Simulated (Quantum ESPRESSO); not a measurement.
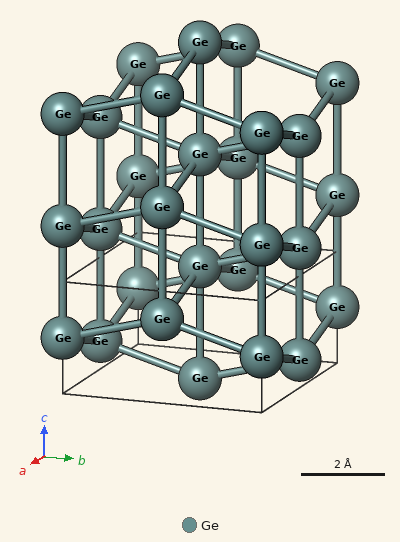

Fig. 1: The structure as given in the input (ball-and-stick view of the cell 2 times as large as that of the calculation, set on its symmetry axes, repeated 1 × 1 × 3, seen slightly off an axis). An atom can appear more than once, as a periodic image.

**Run report: Ge, band-structure run**

Ge (I4₁/amd, 2 atoms in the cell), computed with Kohn-Sham DFT of a periodic cell, r2SCAN, SG15 PBE 1.2, no spin polarisation (Quantum ESPRESSO 7.5).

The structure derives from a Materials Project entry.

### Output
```
This program is part of the open-source Quantum ESPRESSO suite
     for quantum simulation of materials; please cite
         "P. Giannozzi et al., J. Phys.:Condens. Matter 21 395502 (2009);
         "P. Giannozzi et al., J. Phys.:Condens. Matter 29 465901 (2017);
         "P. Giannozzi et al., J. Chem. Phys. 152 154105 (2020);
          URL
     in publications or presentations arising from this work. More details at

     IMPORTANT: XC functional enforced from input :
     Exchange-correlation= R2SCAN
                           (   0   0   0   0   0 497 498)
     Any further DFT definition will be discarded
     Please, verify this is what you really want

     K-points division:     npool     =       2
     Subspace diagonalization in iterative solution of the eigenvalue problem:
     a serial algorithm will be used

     G-vector sticks info
     --------------------
     sticks:   dense  smooth     PW     G-vecs:    dense   smooth      PW
     Sum         807     807    285                19807    19807    4093

     Using Slab Decomposition

     bravais-lattice index     =            0
     lattice parameter (alat)  =       8.0000  a.u.
     unit-cell volume          =     250.0136 (a.u.)^3
     number of atoms/cell      =            2
     number of atomic types    =            1
     number of electrons       =        28.00
     number of Kohn-Sham states=           21
     kinetic-energy cutoff     =      70.0000  Ry
     charge density cutoff     =     280.0000  Ry
     scf convergence threshold =      1.0E-08
     mixing beta               =       0.5000
     number of iterations used =            8  plain     mixing
     Exchange-correlation= R2SCAN
                           (   0   0   0   0   0 497 498)

     celldm(1)=   8.000000  celldm(2)=   0.000000  celldm(3)=   0.000000
     celldm(4)=   0.000000  celldm(5)=   0.000000  celldm(6)=   0.000000

     crystal axes: (cart. coord. in units of alat)
               a(1) = (  -0.608135   0.608135   0.330091 )
               a(2) = (   0.608135  -0.608135   0.330091 )
               a(3) = (   0.608135   0.608135  -0.330091 )

     reciprocal axes: (cart. coord. in units 2 pi/alat)
               b(1) = (  0.000000  0.822186  1.514734 )
               b(2) = (  0.822186  0.000000  1.514734 )
               b(3) = (  0.822186  0.822186  0.000000 )

     PseudoPot. # 1 for Ge read from file:
     Ge_ONCV_PBE-1.2.upf
     Pseudo is Norm-conserving, Zval = 14.0
     Generated using ONCVPSP code by D. R. Hamann
     Using radial grid of  602 points,  6 beta functions with:
                l(1) =   0
                l(2) =   0
                l(3) =   1
                l(4) =   1
                l(5) =   2
                l(6) =   2

     atomic species   valence    mass     pseudopotential
     Ge               14.00    72.63000     Ge( 1.00)

     No symmetry found

   Cartesian axes

     site n.     atom                  positions (alat units)
         1        Ge     tau(   1) = (   0.0000000   0.0000000   0.3300909  )
         2        Ge     tau(   2) = (   0.6081351  -0.0000000   0.1650454  )

     number of k points=   260  Fermi-Dirac smearing, width (Ry)=  0.0037

     Number of k-points >= 100: set verbosity='high' to print them.

     Dense  grid:    19807 G-vectors     FFT dimensions: (  40,  40,  40)

     WARNING: libxc functional with ID  497 depends
      on external parameters: check the user_guide of
      QE if you need to modify them or to check their
      default values.

     WARNING: libxc functional with ID  498 depends
      on external parameters: check the user_guide of
      QE if you need to modify them or to check their
      default values.

     Initial potential from superposition of free atoms

     starting charge      27.8924, renormalised to      28.0000
     Starting wfcs are random

     Self-consistent Calculation

     iteration #  1     ecut=    70.00 Ry     beta= 0.50
     Davidson diagonalization with overlap
     ethr =  1.00E-02,  avg # of iterations =  9.3

     total energy              =    -281.03368679 Ry
     estimated scf accuracy    <      95.87632239 Ry

     iteration #  2     ecut=    70.00 Ry     beta= 0.50
     Davidson diagonalization with overlap
     ethr =  1.00E-02,  avg # of iterations =  1.0

     total energy              =    -281.28588889 Ry
     estimated scf accuracy    <      28.76679921 Ry

     iteration #  3     ecut=    70.00 Ry     beta= 0.50
     Davidson diagonalization with overlap
     ethr =  1.00E-02,  avg # of iterations =  1.0

     total energy              =    -281.30187303 Ry
     estimated scf accuracy    <       0.18815830 Ry

     iteration #  4     ecut=    70.00 Ry     beta= 0.50
     Davidson diagonalization with overlap
     ethr =  6.72E-04,  avg # of iterations =  1.2

     total energy              =    -281.30300335 Ry
     estimated scf accuracy    <       0.00627801 Ry

     iteration #  5     ecut=    70.00 Ry     beta= 0.50
     Davidson diagonalization with overlap
     ethr =  2.24E-05,  avg # of iterations =  5.2

     total energy              =    -281.30340675 Ry
     estimated scf accuracy    <       0.00026190 Ry

     iteration #  6     ecut=    70.00 Ry     beta= 0.50
     Davidson diagonalization with overlap
     ethr =  9.35E-07,  avg # of iterations =  3.2

     total energy              =    -281.30344929 Ry
     estimated scf accuracy    <       0.00027346 Ry

     iteration #  7     ecut=    70.00 Ry     beta= 0.50
     Davidson diagonalization with overlap
     ethr =  9.35E-07,  avg # of iterations =  1.0

     total energy              =    -281.30345068 Ry
     estimated scf accuracy    <       0.00000126 Ry

     iteration #  8     ecut=    70.00 Ry     beta= 0.50
     Davidson diagonalization with overlap
     ethr =  4.50E-09,  avg # of iterations =  2.5

     total energy              =    -281.30345084 Ry
     estimated scf accuracy    <       0.00000517 Ry

     iteration #  9     ecut=    70.00 Ry     beta= 0.50
     Davidson diagonalization with overlap
     ethr =  4.50E-09,  avg # of iterations =  1.0

     total energy              =    -281.30345086 Ry
     estimated scf accuracy    <       0.00000022 Ry

     iteration # 10     ecut=    70.00 Ry     beta= 0.50
     Davidson diagonalization with overlap
     ethr =  7.75E-10,  avg # of iterations =  1.0

     End of self-consistent calculation

     Number of k-points >= 100: set verbosity='high' to print the bands.

     the Fermi energy is    13.8970 ev

!    total energy              =    -281.30345086 Ry
     estimated scf accuracy    <          1.1E-09 Ry
     smearing contrib. (-TS)   =      -0.00059516 Ry
     internal energy E=F+TS    =    -281.30285571 Ry

     The total energy is F=E-TS. E is the sum of the following terms:
     one-electron contribution =     -83.50468224 Ry
     hartree contribution      =      59.38264320 Ry
     xc contribution           =     -33.09794756 Ry
     ewald contribution        =    -224.08286910 Ry

     convergence has been achieved in  10 iterations

     Forces acting on atoms (cartesian axes, Ry/au):

     atom    1 type  1   force =     0.00000134    0.00000089   -0.00000036
     atom    2 type  1   force =    -0.00000134   -0.00000089    0.00000036

     Total force =     0.000002     Total SCF correction =     0.000005
     SCF correction compared to forces is large: reduce conv_thr to get better values

     Computing stress (Cartesian axis) and pressure

          total   stress  (Ry/bohr**3)                   (kbar)     P=      -17.67
  -0.00024457  -0.00000001  -0.00000000          -35.98       -0.00       -0.00
  -0.00000001  -0.00024457   0.00000000           -0.00      -35.98        0.00
  -0.00000000   0.00000000   0.00012884           -0.00        0.00       18.95

=------------------------------------------------------------------------------=
   JOB DONE.
=------------------------------------------------------------------------------=
```

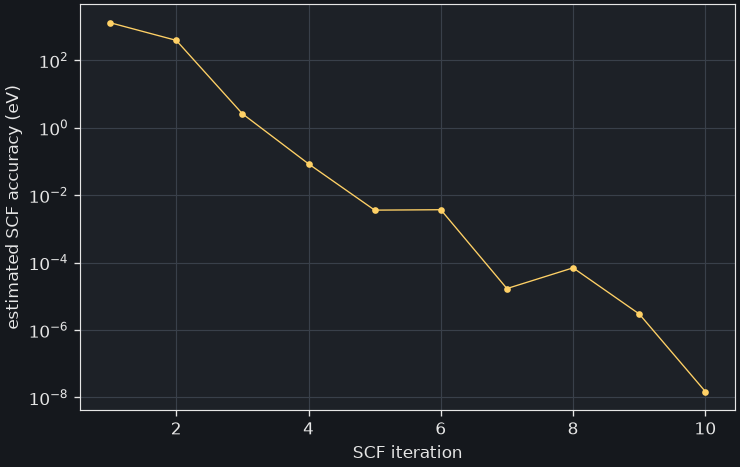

Fig. 2: Convergence of the self-consistent field: estimated SCF accuracy against the iteration. The field takes 10 iterations in all.

The run was set up as follows.

### Input file
```
&CONTROL
  calculation = 'scf'
  prefix = 'pwscf'
  outdir = './tmp'
  pseudo_dir = './pseudo'
  tprnfor = .true.
  tstress = .true.
  disk_io = 'low'
/
&SYSTEM
  ibrav = 0
  celldm(1) = 8
  nat = 2
  ntyp = 1
  ecutwfc = 70
  nbnd = 21
  input_dft = 'r2scan'
  occupations = 'smearing'
  smearing = 'fd'
  degauss = 0.00367493
  nosym = .true.
/
&ELECTRONS
  conv_thr = 1d-08
  electron_maxstep = 120
  mixing_beta = 0.5
/
ATOMIC_SPECIES
Ge    72.6300 Ge_ONCV_PBE-1.2.upf
CELL_PARAMETERS alat
 -0.6081350599468   0.6081350599468   0.3300908973422
  0.6081350599468  -0.6081350599468   0.3300908973422
  0.6081350599468   0.6081350599468  -0.3300908973422
ATOMIC_POSITIONS crystal
Ge     0.5000000000    0.5000000000    0.0000000000
Ge     0.2500000000    0.7500000000    0.5000000000
K_POINTS automatic
8 8 8 0 0 0
```

### File bands.in
```
&CONTROL
  calculation = 'bands'
  prefix = 'pwscf'
  outdir = './tmp'
  pseudo_dir = './pseudo'
  disk_io = 'low'
  verbosity = 'high'
/
&SYSTEM
  ibrav = 0
  celldm(1) = 8
  nat = 2
  ntyp = 1
  ecutwfc = 70
  nbnd = 21
  input_dft = 'r2scan'
  occupations = 'smearing'
  smearing = 'fd'
  degauss = 0.00367493
  nosym = .true.
/
&ELECTRONS
  conv_thr = 1d-08
  electron_maxstep = 120
  mixing_beta = 0.5
  diago_full_acc = .true.
  startingwfc = 'random'
/
ATOMIC_SPECIES
Ge    72.6300 Ge_ONCV_PBE-1.2.upf
CELL_PARAMETERS alat
 -0.6081350599468   0.6081350599468   0.3300908973422
  0.6081350599468  -0.6081350599468   0.3300908973422
  0.6081350599468   0.6081350599468  -0.3300908973422
ATOMIC_POSITIONS crystal
Ge     0.5000000000    0.5000000000    0.0000000000
Ge     0.2500000000    0.7500000000    0.5000000000
K_POINTS crystal
60
 0.0000000000  0.0000000000  0.0000000000 1
 0.0000000000  0.0000000000  0.1000000000 1
 0.0000000000  0.0000000000  0.2000000000 1
 0.0000000000  0.0000000000  0.3000000000 1
 0.0000000000  0.0000000000  0.4000000000 1
 0.0000000000  0.0000000000  0.5000000000 1
-0.1000000000  0.1000000000  0.5000000000 1
-0.2000000000  0.2000000000  0.5000000000 1
-0.3000000000  0.3000000000  0.5000000000 1
-0.4000000000  0.4000000000  0.5000000000 1
-0.5000000000  0.5000000000  0.5000000000 1
-0.4375000000  0.4375000000  0.4375000000 1
-0.3750000000  0.3750000000  0.3750000000 1
-0.3125000000  0.3125000000  0.3125000000 1
-0.2500000000  0.2500000000  0.2500000000 1
-0.1875000000  0.1875000000  0.1875000000 1
-0.1250000000  0.1250000000  0.1250000000 1
-0.0625000000  0.0625000000  0.0625000000 1
 0.0000000000  0.0000000000  0.0000000000 1
 0.0323655812  0.0323655812 -0.0323655812 1
 0.0647311624  0.0647311624 -0.0647311624 1
 0.0970967436  0.0970967436 -0.0970967436 1
 0.1294623248  0.1294623248 -0.1294623248 1
 0.1618279060  0.1618279060 -0.1618279060 1
 0.1941934872  0.1941934872 -0.1941934872 1
 0.2265590684  0.2265590684 -0.2265590684 1
 0.2589246496  0.2589246496 -0.2589246496 1
 0.2912902308  0.2912902308 -0.2912902308 1
 0.3236558120  0.3236558120 -0.3236558120 1
 0.3113798433  0.3113798433 -0.2280465100 1
 0.2991038746  0.2991038746 -0.1324372080 1
 0.2868279060  0.2868279060 -0.0368279060 1
 0.2745519373  0.2745519373  0.0587813960 1
 0.2622759687  0.2622759687  0.1543906980 1
 0.2500000000  0.2500000000  0.2500000000 1
 0.1875000000  0.3125000000  0.1875000000 1
 0.1250000000  0.3750000000  0.1250000000 1
 0.0625000000  0.4375000000  0.0625000000 1
 0.0000000000  0.5000000000  0.0000000000 1
-0.0647311624  0.5352688376  0.0647311624 1
-0.1294623248  0.5705376752  0.1294623248 1
-0.1941934872  0.6058065128  0.1941934872 1
-0.2589246496  0.6410753504  0.2589246496 1
-0.3236558120  0.6763441880  0.3236558120 1
-0.3530465100  0.6469534900  0.3530465100 1
-0.3824372080  0.6175627920  0.3824372080 1
-0.4118279060  0.5881720940  0.4118279060 1
-0.4412186040  0.5587813960  0.4412186040 1
-0.4706093020  0.5293906980  0.4706093020 1
-0.5000000000  0.5000000000  0.5000000000 1
 0.0000000000  0.0000000000  0.5000000000 1
 0.0277777778  0.0277777778  0.4722222222 1
 0.0555555556  0.0555555556  0.4444444444 1
 0.0833333333  0.0833333333  0.4166666667 1
 0.1111111111  0.1111111111  0.3888888889 1
 0.1388888889  0.1388888889  0.3611111111 1
 0.1666666667  0.1666666667  0.3333333333 1
 0.1944444444  0.1944444444  0.3055555556 1
 0.2222222222  0.2222222222  0.2777777778 1
 0.2500000000  0.2500000000  0.2500000000 1
```

Command:
```bash
OMP_NUM_THREADS=1 mpirun -n 2 pw.x -nk 2 -in pw.in > pw.out
OMP_NUM_THREADS=1 mpirun -n 2 pw.x -nk 2 -in bands.in > bands.out
```

### Results in brief

| quantity | value |
| --- | --- |
| outcome | converged |
| space group (tolerance 0.01 Å) | I4₁/amd (141) |
| electrons treated | 28 |
| free energy | −3827.3284 eV |
| Fermi energy | 13.897 eV |
| gap on the k-point mesh | none (metallic) |
| pressure | −1.77 GPa |
| largest force (length of the vector) | under 0.001 eV/Å |
| hardware | 2 threads of Intel Xeon (Emerald Rapids), 192 GiB of memory available, shared host |
| wall time | 5.2 min (CPU time 10 min) |
| peak memory | 0.34 GiB |

### Remarks

Further notes kept with the run: potentials made for another functional. Notes on the run: SCF correction compared to forces is large. Points of doubt noted for this run: coarse mesh; potentials made for another functional.
